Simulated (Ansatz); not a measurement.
Input file:

```
crystal:
  lattice:
    - [3.1417751843, 0.0, 0.0]
    - [-1.5708875922, 2.7208571226, 0.0]
    - [0.0, 0.0, 17.9549312021]
  atoms:
    - { symbol: Mn, position: [0.0, 0.0, 0.0], spin: 4.44 }
    - { symbol: O, position: [0.6666666667, 0.3333333333, 0.0714285714], spin: 0.25 }
    - { symbol: Mn, position: [0.3333333333, 0.6666666667, 0.1428571429], spin: 4.44 }
    - { symbol: O, position: [0.0, 0.0, 0.2142857143], spin: 0.25 }
    - { symbol: Mn, position: [0.6666666667, 0.3333333333, 0.2857142857], spin: 4.44 }
    - { symbol: O, position: [0.0, 0.0, 0.3571428571], spin: 0.25 }
    - { symbol: Mn, position: [0.3333333333, 0.6666666667, 0.4285714286], spin: 4.44 }
    - { symbol: O, position: [0.6666666667, 0.3333333333, 0.5], spin: 0.25 }
    - { symbol: Mn, position: [0.0, 0.0, 0.5714285714], spin: 4.44 }
    - { symbol: O, position: [0.3333333333, 0.6666666667, 0.6428571429], spin: 0.25 }
    - { symbol: Mn, position: [0.6666666667, 0.3333333333, 0.7142857143], spin: 4.44 }
    - { symbol: O, position: [0.0, 0.0, 0.7857142857], spin: 0.25 }
    - { symbol: Mn, position: [0.3333333333, 0.6666666667, 0.8571428571], spin: 4.44 }
    - { symbol: O, position: [0.6666666667, 0.3333333333, 0.9285714286], spin: 0.25 }
basis:
  ecutwfc: 420
kpoints:
  mp_grid: { grid: [15, 15, 3] }
hamiltonian:
  xc: pbe
scf:
  occupations: { method: gaussian, width: 0.1 }
  lower_state_search: "off"
output:
  forces: true
  stress: true
  eigenvalues: true
  populations: true
  write_density: true
  write_potential: true
  elf: true
  volumetric_format: npy
magnetization:
  spin_polarized: true
relax:
  adjacent_minimum: "off"
  f_tol: 0.01
  max_steps: 45
  cell: { stress_tol: 0.05 }
```

Launched as:

```sh
ansatz run input.yaml --threads 2 --pin off --max-ram 4096MiB --backend cpu --events-out ev --progress --plain --runs-dir out
```

Below, planes, directions and counts refer to the conventional cell (a = 3.11 Å, b = 3.11 Å, c = 18.27 Å, α = 90.00°, β = 90.00°, γ = 120.00°).

The fields are those of the relaxed geometry.

Space group P-3m1; a generated structure, not necessarily the stable one; spin-polarised.

These are results of Ansatz 0.2.0, DFT PBE, scalar-relativistic, plane waves, PAW, not measurements.

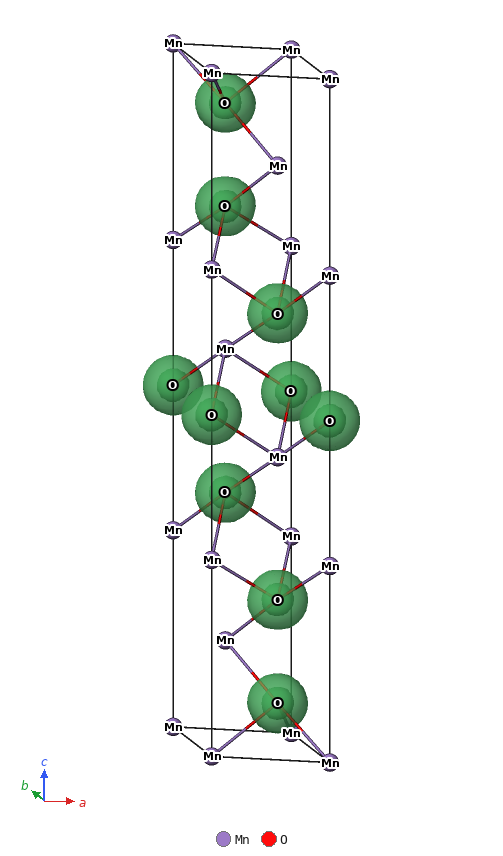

MnO. Isosurface of the ELF at 0.75 (green), seen slightly off an axis. Only the valence region is drawn (cores and ρ < 0.01 e/Å³ removed). Sticks mark near contacts.

In a PAW calculation such maps are meaningful between the atoms, not at the nuclei.

### Where are the electrons localised?

The surface consists of seven regions wrapped around O (the valence shell of each), counted in one cell of 14 atoms. Any copies at cell faces, edges or corners count once.

Values along the shortest contacts:
Mn–O (2.17 Å): the ELF peaks at about 0.80 in the valence shell of O, 0.6 Å from its nucleus, and is about 0.15 at the midpoint: no localised pair shows between them. Mn–O (2.24 Å): the ELF peaks at about 0.80 in the valence shell of O, 0.6 Å from its nucleus, and is about 0.15 at the midpoint: no shared electron pair shows on this line.

### Metal or insulator at this level of theory?

It is gapless in this calculation (a metal or semimetal); semilocal functionals without U, or without the true magnetic order, often close the gap of such compounds.
